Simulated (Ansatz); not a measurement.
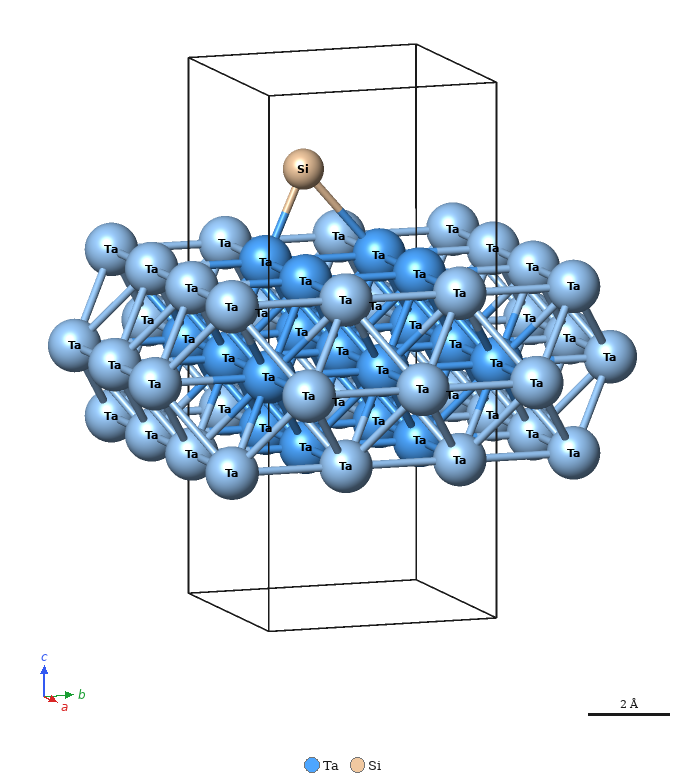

*The input geometry (ball-and-stick view of the cell of the calculation, with the vacuum cut short, seen slightly off an axis; neighbours outside the cell are drawn fainter). An atom can appear more than once, as a periodic image.*

Near neighbours in the periodic cell (some may lie outside the picture): Ta has 8 Ta at 2.97 to 2.99 Å; Ta has 12 Ta at 2.97 to 2.99 Å; Ta has 1 Si at 2.48 to 3.02 Å and 8 Ta at 2.97 to 2.99 Å; Si has 2 Ta at 2.48 to 3.02 Å.

# Geometry relaxation of Ta12Si (part 1 of 2)

Ta12Si (slab, 13 atoms in the cell), computed with DFT PBE, scalar-relativistic, plane waves, PAW, PAW set soft_1, no spin polarisation (Ansatz 0.2.0).

The structure derives from an entry of the Crystallography Open Database. The input holds or restrains some coordinates. Forces given for the steps count only the free coordinates.

### What the program printed
```
Engine: ansatz 0.2.0, x86_64-unknown-linux-gnu
Pseudopotentials: kind: paw
Pseudopotential: Ta, paw, valence charge 13, recommended cutoff 420 eV (normal), [file]
Pseudopotential: Si, paw, valence charge 4, recommended cutoff 420 eV (normal), [file]
Functional definition: PBE
  parameter kappa = 0.804
  parameter beta = 0.06672455060314922
  exchange = pbe_x(kappa = kappa, mu = beta*pi^2/3)
  correlation = pbe_c(beta = beta)
Crystal: 13 atoms, lattice volume = 701.803 Å³
Basis set: ecut = 420 eV, 13665 PW (Γ), exchange–correlation on 80×80×270 points (8 copies of the dense FFT grid, shifted against one another)
Bands: 96, of which v1, the nominal top of the filled ones, is band 80 counted from 1 (79 counted from 0)
Symmetry: 2 space group operations
Space group: Pm (ITA 6), of the structure as read, at distance tolerance 8.9e-5 Å
k-points: 9 of 25 (time reversal used)
Non-local potential: Ta, projectors of the file, l = 0: 3, l = 1: 2, l = 2: 2, l = 3: 1
Non-local potential: Si, projectors of the file, l = 0: 2, l = 1: 2, l = 2: 1
PAW form: soft (Blöchl's): semilocal exchange-correlation on the pseudo side does not see the compensation charge
PAW one-centre angular grid: Ta, 590 points (default); XC on 64 Gauss nodes
PAW one-centre angular grid: Si, 110 points (default); XC on 64 Gauss nodes
Initial density: superposition of atomic densities (neutral atoms: chi_scale 0, normalization atom)
Initial wavefunctions: pseudopotential atomic-orbital guess
Functional: x = pbe(κ = 0.804, μ = 0.2195149727645171), c = pbe(β = 0.06672455060314922)
SCF iter   1: F=—  HF=-119828.946048 eV  |F-HF|=—  |Δ(HF+E_count)|=         —  Δρ=3.97e-2  dr2=9.76e1  ethr=3.10e-3  p=-0.000 e·Å  D=-1.15e-6 V/Å  ΔV_dip=0.00 eV  dr2_dipole=4.13e-1  V_vac-E_F(+/−)=6.58/6.58 eV  ⟨swp⟩=10.2  Hψ=4187  notcnv=0
efield: sawtooth ramp at fractional position 0.8471 (placed from the atoms, in the widest stretch of the axis that holds none; the zero of the levels goes with the place), width 0.0400; the density the first Hamiltonian is built on has a dipole p = -0.000 e·Å; the dipole correction subtracts the counter field D = -1.15e-6 V/Å, which shifts the + side's vacuum level by +0.00 eV against the − side's; the planar-averaged density in the ramp window peaks in size at 3.0e-6 e/Å³
preconditioner: auto → LDOS  [metal: Δε(μ)=0.006 eV  Ē_g=3.692 eV  σ=0.100 eV  W_gap=0.03  n_scr=104 (ndim 8)  ℏωp=11.2 eV  f_vac=0.524  D(μ)=23.40/eV (n_scr^D=186)  β→1.0]
SCF iter   2: F=—  HF=-119820.397332 eV  |F-HF|=—  |Δ(HF+E_count)|=    8.55e0  Δρ=2.10e-2  dr2=6.17e0  ethr=3.10e-3  p=-0.260 e·Å  D=-6.69e-2 V/Å  ΔV_dip=1.32 eV  dr2_dipole=1.11e0  V_vac-E_F(+/−)=5.46/4.15 eV  ⟨swp⟩=4.0  Hψ=2011  notcnv=0  defer=43
SCF iter   3: F=—  HF=-119820.185753 eV  |F-HF|=—  |Δ(HF+E_count)|=   2.12e-1  Δρ=6.34e-3  dr2=1.12e0  ethr=3.10e-3  p=-0.097 e·Å  D=-2.50e-2 V/Å  ΔV_dip=0.49 eV  dr2_dipole=1.22e-2  V_vac-E_F(+/−)=5.35/4.86 eV  ⟨swp⟩=3.1  Hψ=1701  notcnv=0  defer=41
SCF iter   4: F=—  HF=-119820.062843 eV  |F-HF|=—  |Δ(HF+E_count)|=   1.23e-1  Δρ=1.67e-3  dr2=4.12e-2  ethr=6.97e-4  p=-0.100 e·Å  D=-2.59e-2 V/Å  ΔV_dip=0.51 eV  dr2_dipole=1.11e-2  V_vac-E_F(+/−)=5.16/4.65 eV  ⟨swp⟩=2.7  Hψ=1656  notcnv=0  defer=41
SCF iter   5: F=—  HF=-119820.062319 eV  |F-HF|=—  |Δ(HF+E_count)|=   5.24e-4  Δρ=5.68e-4  dr2=2.68e-3  ethr=2.58e-5  p=-0.087 e·Å  D=-2.24e-2 V/Å  ΔV_dip=0.44 eV  dr2_dipole=2.96e-5  V_vac-E_F(+/−)=5.06/4.62 eV  ⟨swp⟩=2.4  Hψ=1293  notcnv=0  defer=41
SCF iter   6: F=—  HF=-119820.062851 eV  |F-HF|=—  |Δ(HF+E_count)|=   5.32e-4  Δρ=2.00e-4  dr2=4.15e-4  ethr=1.68e-6  p=-0.082 e·Å  D=-2.12e-2 V/Å  ΔV_dip=0.42 eV  dr2_dipole=1.40e-7  V_vac-E_F(+/−)=5.03/4.61 eV  ⟨swp⟩=3.1  Hψ=1754  notcnv=0  defer=41
SCF iter   7: F=—  HF=-119820.062965 eV  |F-HF|=—  |Δ(HF+E_count)|=   1.14e-4  Δρ=9.15e-5  dr2=1.10e-4  ethr=2.59e-7  p=-0.079 e·Å  D=-2.05e-2 V/Å  ΔV_dip=0.40 eV  dr2_dipole=3.83e-6  V_vac-E_F(+/−)=5.01/4.61 eV  ⟨swp⟩=2.0  Hψ=1150  notcnv=0  defer=41
SCF iter   8: F=-119820.062979 eV  HF=-119820.062980 eV  |F-HF|=5.10e-7  |Δ(HF+E_count)|=   1.54e-5  Δρ=2.13e-5  dr2=4.89e-6  ethr=9.77e-9  p=-0.078 e·Å  D=-2.01e-2 V/Å  ΔV_dip=0.39 eV  dr2_dipole=8.23e-9  V_vac-E_F(+/−)=5.01/4.61 eV  ⟨swp⟩=19.6  Hψ=5178  notcnv=0
SCF 1 converged in 8 iterations: F = -119820.062979 eV  dr2 = 4.89e-6
  greatest PAW one-centre occupation: 0.999 electrons in one spin orbital (limit 2), on the Ta atom at site 6 (counted from 0), in its partial waves of l = 0
relax step   1: F+E_penalty+E_count = -119820.06297943 eV  Δ(F+E_penalty+E_count) = +0.000e0 eV  max|allowed force component| = 4.537e-1 eV/Å  Δτ_max = 0.0000 Å  (8 SCF iters, dr2 threshold 1.56e-5 eV, accepted)
Initial density: handed on by an earlier stage of this run
Initial wavefunctions: those handed on with the density
iter 1 solved again at ethr=6.81e-5 eV; its pass at ethr=3.10e-3 eV (dr2=1.09e-1 eV) is discarded
SCF iter   1: F=—  HF=-119820.085886 eV  |F-HF|=—  |Δ(HF+E_count)|=         —  Δρ=1.77e-3  dr2=1.18e-1  ethr=6.81e-5  p=-0.078 e·Å  D=-2.01e-2 V/Å  ΔV_dip=0.39 eV  dr2_dipole=2.16e-2  V_vac-E_F(+/−)=5.02/4.62 eV  ⟨swp⟩=2.0  Hψ=2187  notcnv=0  defer=36
efield: sawtooth ramp at fractional position 0.8471 (handed on by an earlier solve), width 0.0400; the density the first Hamiltonian is built on has a dipole p = -0.078 e·Å; the dipole correction subtracts the counter field D = -2.01e-2 V/Å, which shifts the + side's vacuum level by +0.39 eV against the − side's; the planar-averaged density in the ramp window peaks in size at 9.8e-6 e/Å³
preconditioner: auto → LDOS  [metal: Δε(μ)=0.018 eV  Ē_g=3.223 eV  σ=0.100 eV  W_gap=0.10  n_scr=104 (ndim 8)  ℏωp=11.2 eV  f_vac=0.529  D(μ)=18.90/eV (n_scr^D=128)  β→1.0]
SCF iter   2: F=—  HF=-119820.077171 eV  |F-HF|=—  |Δ(HF+E_count)|=   8.72e-3  Δρ=8.95e-4  dr2=8.15e-3  ethr=6.81e-5  p=-0.075 e·Å  D=-1.94e-2 V/Å  ΔV_dip=0.38 eV  dr2_dipole=1.74e-4  V_vac-E_F(+/−)=4.99/4.61 eV  ⟨swp⟩=2.0  Hψ=1114  notcnv=0  defer=36
SCF iter   3: F=—  HF=-119820.076430 eV  |F-HF|=—  |Δ(HF+E_count)|=   7.40e-4  Δρ=3.33e-4  dr2=3.24e-3  ethr=5.09e-6  p=-0.075 e·Å  D=-1.92e-2 V/Å  ΔV_dip=0.38 eV  dr2_dipole=4.26e-4  V_vac-E_F(+/−)=4.99/4.61 eV  ⟨swp⟩=3.0  Hψ=1712  notcnv=0  defer=36
SCF iter   4: F=—  HF=-119820.076097 eV  |F-HF|=—  |Δ(HF+E_count)|=   3.33e-4  Δρ=1.36e-4  dr2=5.76e-4  ethr=2.03e-6  p=-0.073 e·Å  D=-1.89e-2 V/Å  ΔV_dip=0.37 eV  dr2_dipole=5.51e-5  V_vac-E_F(+/−)=4.98/4.61 eV  ⟨swp⟩=2.0  Hψ=1147  notcnv=0  defer=36
SCF iter   5: F=—  HF=-119820.076063 eV  |F-HF|=—  |Δ(HF+E_count)|=   3.38e-5  Δρ=3.11e-5  dr2=1.84e-5  ethr=3.60e-7  p=-0.072 e·Å  D=-1.87e-2 V/Å  ΔV_dip=0.37 eV  dr2_dipole=1.72e-6  V_vac-E_F(+/−)=4.98/4.61 eV  ⟨swp⟩=2.0  Hψ=1091  notcnv=0  defer=36
SCF iter   6: F=-119820.076066 eV  HF=-119820.076066 eV  |F-HF|=4.19e-8  |Δ(HF+E_count)|=   2.55e-6  Δρ=8.93e-6  dr2=1.26e-6  ethr=8.04e-9  p=-0.072 e·Å  D=-1.85e-2 V/Å  ΔV_dip=0.36 eV  dr2_dipole=3.41e-9  V_vac-E_F(+/−)=4.97/4.61 eV  ⟨swp⟩=15.1  Hψ=3908  notcnv=0
SCF 2 converged in 6 iterations: F = -119820.076066 eV  dr2 = 1.26e-6
relax step   2: F+E_penalty+E_count = -119820.07606591 eV  Δ(F+E_penalty+E_count) = -1.309e-2 eV  max|allowed force component| = 1.226e-1 eV/Å  Δτ_max = 0.0742 Å  (6 SCF iters, dr2 threshold 1.29e-5 eV, accepted)
SCF iter   1: F=—  HF=-119820.077282 eV  |F-HF|=—  |Δ(HF+E_count)|=         —  Δρ=3.36e-4  dr2=4.03e-3  ethr=2.59e-5  p=-0.072 e·Å  D=-1.85e-2 V/Å  ΔV_dip=0.36 eV  dr2_dipole=6.47e-4  V_vac-E_F(+/−)=4.97/4.61 eV  ⟨swp⟩=2.0  Hψ=1191  notcnv=0  defer=1
efield: sawtooth ramp at fractional position 0.8471 (handed on by an earlier solve), width 0.0400; the density the first Hamiltonian is built on has a dipole p = -0.072 e·Å; the dipole correction subtracts the counter field D = -1.85e-2 V/Å, which shifts the + side's vacuum level by +0.36 eV against the − side's; the planar-averaged density in the ramp window peaks in size at 9.7e-6 e/Å³
preconditioner: auto → LDOS  [metal: Δε(μ)=0.012 eV  Ē_g=3.223 eV  σ=0.100 eV  W_gap=0.07  n_scr=104 (ndim 8)  ℏωp=11.2 eV  f_vac=0.529  D(μ)=18.92/eV (n_scr^D=128)  β→1.0]
SCF iter   2: F=—  HF=-119820.076980 eV  |F-HF|=—  |Δ(HF+E_count)|=   3.01e-4  Δρ=1.70e-4  dr2=3.09e-4  ethr=2.52e-6  p=-0.072 e·Å  D=-1.86e-2 V/Å  ΔV_dip=0.37 eV  dr2_dipole=1.06e-5  V_vac-E_F(+/−)=4.98/4.61 eV  ⟨swp⟩=2.2  Hψ=1287  notcnv=0  defer=1
SCF iter   3: F=—  HF=-119820.076962 eV  |F-HF|=—  |Δ(HF+E_count)|=   1.89e-5  Δρ=6.12e-5  dr2=9.41e-5  ethr=1.93e-7  p=-0.072 e·Å  D=-1.87e-2 V/Å  ΔV_dip=0.37 eV  dr2_dipole=7.79e-6  V_vac-E_F(+/−)=4.98/4.61 eV  ⟨swp⟩=3.0  Hψ=1589  notcnv=0  defer=1
SCF iter   4: F=—  HF=-119820.076952 eV  |F-HF|=—  |Δ(HF+E_count)|=   9.95e-6  Δρ=2.23e-5  dr2=1.25e-5  ethr=5.88e-8  p=-0.073 e·Å  D=-1.87e-2 V/Å  ΔV_dip=0.37 eV  dr2_dipole=3.35e-7  V_vac-E_F(+/−)=4.98/4.61 eV  ⟨swp⟩=2.0  Hψ=1157  notcnv=0  defer=1
SCF iter   5: F=-119820.076952 eV  HF=-119820.076952 eV  |F-HF|=1.03e-7  |Δ(HF+E_count)|=   1.62e-8  Δρ=6.02e-6  dr2=4.87e-7  ethr=5.87e-10  p=-0.073 e·Å  D=-1.88e-2 V/Å  ΔV_dip=0.37 eV  dr2_dipole=3.14e-10  V_vac-E_F(+/−)=4.98/4.61 eV  ⟨swp⟩=10.8  Hψ=3909  notcnv=0
SCF 3 converged in 5 iterations: F = -119820.076952 eV  dr2 = 4.87e-7
relax step   3: F+E_penalty+E_count = -119820.07695169 eV  Δ(F+E_penalty+E_count) = -8.858e-4 eV  max|allowed force component| = 5.195e-3 eV/Å  Δτ_max = 0.0139 Å  (5 SCF iters, dr2 threshold 9.39e-7 eV, accepted)
iter 1 solved again at ethr=3.12e-10 eV; its pass at ethr=3.10e-3 eV (dr2=4.99e-7 eV) is discarded
SCF iter   1: F=—  HF=-119820.076723 eV  |F-HF|=—  |Δ(HF+E_count)|=         —  Δρ=6.05e-6  dr2=5.01e-7  ethr=3.12e-10  p=-0.073 e·Å  D=-1.88e-2 V/Å  ΔV_dip=0.37 eV  dr2_dipole=3.03e-10  V_vac-E_F(+/−)=4.98/4.61 eV  ⟨swp⟩=1.6  Hψ=2076  notcnv=0
efield: sawtooth ramp at fractional position 0.8471 (handed on by an earlier solve), width 0.0400; the density the first Hamiltonian is built on has a dipole p = -0.073 e·Å; the dipole correction subtracts the counter field D = -1.88e-2 V/Å, which shifts the + side's vacuum level by +0.37 eV against the − side's; the planar-averaged density in the ramp window peaks in size at 9.7e-6 e/Å³
preconditioner: auto → LDOS  [metal: Δε(μ)=0.004 eV  Ē_g=3.222 eV  σ=0.100 eV  W_gap=0.02  n_scr=104 (ndim 8)  ℏωp=11.2 eV  f_vac=0.529  D(μ)=18.93/eV (n_scr^D=128)  β→1.0]
SCF iter   2: F=—  HF=-119820.076952 eV  |F-HF|=—  |Δ(HF+E_count)|=   2.29e-4  Δρ=3.27e-6  dr2=1.36e-7  ethr=3.12e-10  p=-0.073 e·Å  D=-1.88e-2 V/Å  ΔV_dip=0.37 eV  dr2_dipole=7.27e-9  V_vac-E_F(+/−)=4.98/4.61 eV  ⟨swp⟩=2.0  Hψ=1217  notcnv=0
SCF iter   3: F=-119820.076952 eV  HF=-119820.076952 eV  |F-HF|=3.17e-8  |Δ(HF+E_count)|=   8.45e-8  Δρ=1.60e-6  dr2=5.17e-8  ethr=6.25e-11  p=-0.073 e·Å  D=-1.88e-2 V/Å  ΔV_dip=0.37 eV  dr2_dipole=8.73e-10  V_vac-E_F(+/−)=4.98/4.61 eV  ⟨swp⟩=5.1  Hψ=2932  notcnv=0
SCF 4 converged in 3 iterations: F = -119820.076952 eV  dr2 = 5.17e-8
relax step   4: F+E_penalty+E_count = -119820.07695194 eV  Δ(F+E_penalty+E_count) = -2.471e-7 eV  max|allowed force component| = 4.812e-3 eV/Å  Δτ_max = 0.0000 Å  (3 SCF iters, accepted)
```

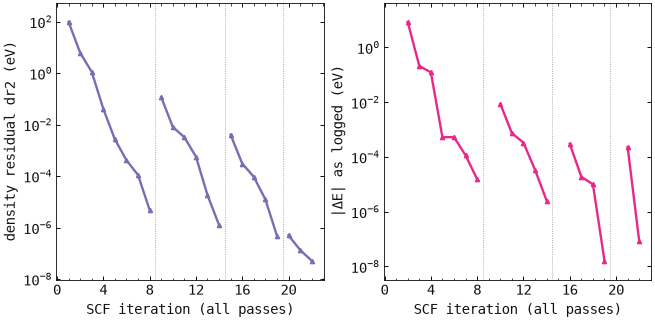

*Convergence of the self-consistent field: density residual dr2 and size of the energy change against the SCF iteration. The dotted lines part the SCF passes of the relaxation: geometry steps, rejected trials and re-solves on a re-selected basis.*

The passes take 8, 6, 5 and 3 iterations.

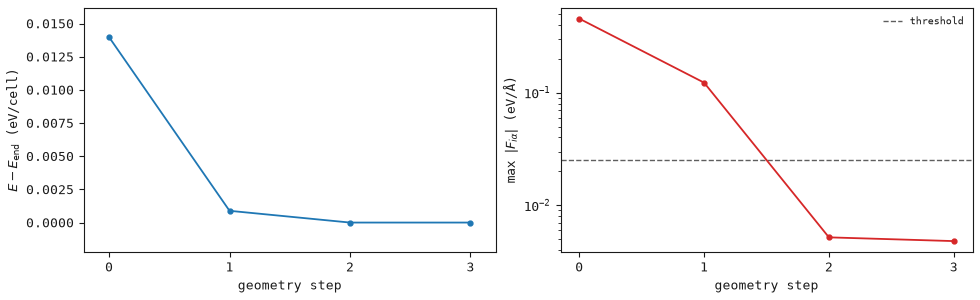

*Progress of the restrained relaxation, step by step (the first geometry is step 0 here and step 1 in the log).*

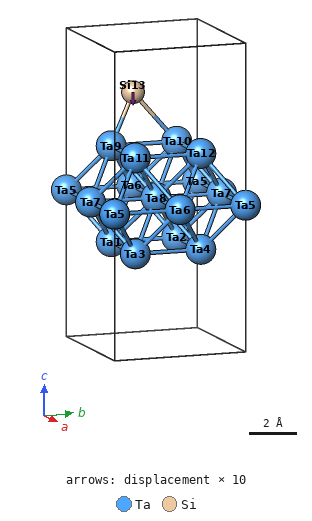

*The starting structure with the displacements as pink arrows, magnified 10 times (ball-and-stick view of the cell of the calculation, with the vacuum cut short, seen slightly off an axis).*

The energy falls by 14.0 meV per cell of the calculation in 3 geometry steps. Largest force component: 0.45 eV/Å at the start, 0.0048 eV/Å at the end. The largest move is that of Si13, 0.060 Å. Ta stays in place. The lattice vectors keep their values. Among the contacts that change: Ta9–Si13 2.478 → 2.422 Å, Ta10–Si13 3.018 → 2.973 Å. (Atoms are counted from 1 in the order of the input.)

```
SCF converged after 3 iterations
Free energy (F): -119820.076952 eV
Harris-Foulkes:  -119820.076952 eV  (|F-HF|=3.17e-8)
Internal energy: -119819.982315 eV  (E = F + TS)
E sigma→0 (E₀):  -119820.029633 eV
Entropy (-TS):   -0.094637 eV (-7.280 meV/atom)
Fermi energy:    3.094174 eV
Dipole field:    D = -0.018780 V/Å  (p = -0.072835 e·Å, saw-weighted, corrected)
Work function:   Φ+ = 4.9790 eV   Φ− = 4.6095 eV
Levels:          The Fermi level and band energies are counted from a zero that moves with the ramp; work functions are not
--- Per-component energies (eV) ---
  E_band       = -3766.286884
  E_kinetic    = 4712.149616
  E_local      = -104032.819022  (includes V_loc(G=0)·N_el)
  E_nonlocal   = -110.364991
  E_hartree    = 49858.569385
  E_xc         = -3884.487900
  E_vxc        = -2815.106480  (∫ρ·V_xc dr)
  E_paw        = -100163.489528  (= ΣΔE_a)
  E_vpaw       = -1234.217581  (= ΣTr[D̂ρ^β])
  E_aug_tail   = 0.001151  (compensation charges beyond the density's cutoff)
  E_efield     = 0.000684  (sawtooth field / dipole correction)
  E_vefield    = -3.084227  (∫n·V_field dr)
  E_ewald      = 33800.458289
  E_smearing   = -0.094637  (= −TS)
  E_closure    = -0.000000  (closes the sum)
  Σ components = -119820.076952   (vs F -119820.076952, Δ=0.00e0)
--- Forces (eV/Å), atoms counted from 1 ---
  atom   1  Ta     0.00000000     0.01637079     0.28484709
  atom   2  Ta     0.00000000     0.01434353     0.12232247
  atom   3  Ta     0.00000000     0.06772225     0.08194763
  atom   4  Ta     0.00000000    -0.11856439    -0.05334591
  atom   5  Ta    -0.02560336    -0.01404891    -0.36822406
  atom   6  Ta    -0.22000046     0.12570816    -0.36450772
  atom   7  Ta     0.02560336    -0.01404891    -0.36822406
  atom   8  Ta     0.22000046     0.12570816    -0.36450772
  atom   9  Ta     0.00000000     0.01490558    -0.30191751
  atom  10  Ta     0.00000000    -1.05848516     0.99855635
  atom  11  Ta     0.00000000    -0.01500228     0.25546160
  atom  12  Ta     0.00000000    -0.08308577     0.07270759
  atom  13  Si     0.00000000     0.93848705     0.00481231
  max |Σ_I F_I| component: 7.19e-5 eV/Å
--- Band table (eV; the first three rows and the last of 9) ---
```
